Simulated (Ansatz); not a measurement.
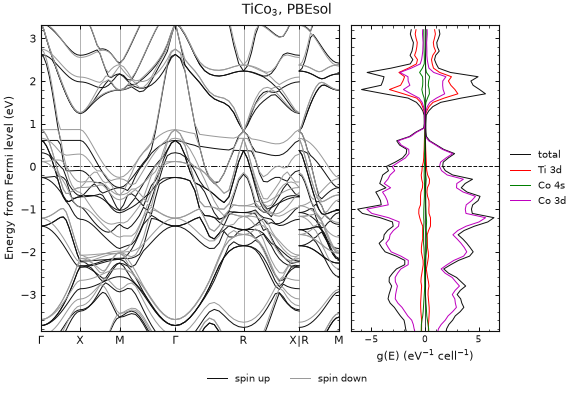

Band structure and density of states. Energies are counted from the Fermi level. The partial curves are projected on Löwdin-orthogonalised atomic shells. Spin-down states are drawn negative.

System: TiCo3, space group Pm-3m, 4 atoms in the cell.

```xyz
4
Lattice="3.5282 0.0000 0.0000 0.0000 3.5282 0.0000 0.0000 0.0000 3.5282" Properties=species:S:1:pos:R:3 pbc="T T T"
Ti    0.0000    0.0000    0.0000
Co    0.0000    1.7641    1.7641
Co    1.7641    0.0000    1.7641
Co    1.7641    1.7641    0.0000
```

Ansatz; DFT PBEsol, scalar-relativistic, plane waves, PAW, spin-polarised, 12×12×12 k mesh, 420 eV cutoff.

Is there a gap at the Fermi level?

A metal: 5 spin-up and 7 spin-down bands cross the Fermi level along this path.

On which lines of the path do bands cross the Fermi level?

Bands cross the Fermi level on every line of the path.
